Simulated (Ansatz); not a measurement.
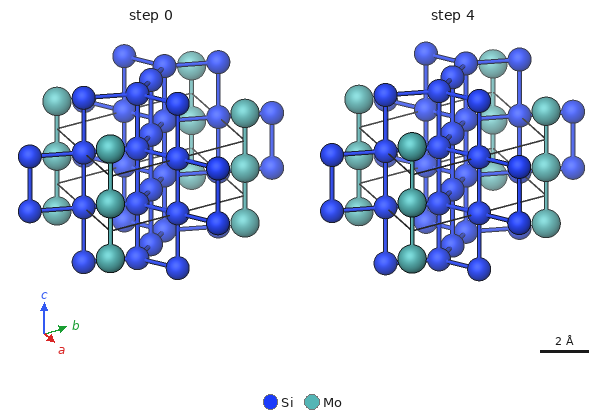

The structure of a crystal of Si5Mo (a generated structure, set up in P6/mmm) before (left) and after (right) a relaxation, at one scale.

The picture is a ball-and-stick view of the cell of the calculation, seen slightly off an axis.

The calculation used DFT PBE, scalar-relativistic, plane waves, PAW (Ansatz 0.2.0). (plane-wave cutoff 420 eV; k-point mesh 6 × 6 × 16; occupations gaussian; smearing width 0.1 eV; collinear spin; cell and atoms relaxed; force threshold 0.01 eV/Å; at most 80 steps)

Question: What changed between the two?

Answer: The energy falls by 76.7 meV per cell of the calculation in 3 accepted moves (4 points after the start). All forces vanish by symmetry, so only the cell relaxes. The pressure goes from 1.86 to 0.00 GPa. The SCF was repeated once at an unchanged geometry on a basis and grid sized afresh for the cell, which shifted the energy by 0.3 meV per cell of the calculation at most. No atom moves by more than 0.005 Å relative to the cell. The drawn cell changes as follows: a = b 8.203 → 8.165 Å (−0.5 %), c 2.397 → 2.456 Å (+2.5 %); the volume changes by +1.5 %. Some distances before and after: Si–Si 2.397 → 2.456 Å, Mo–Mo 2.397 → 2.456 Å, Si–Si 2.368 → 2.357 Å. The space group stays P6/mmm (No. 191).
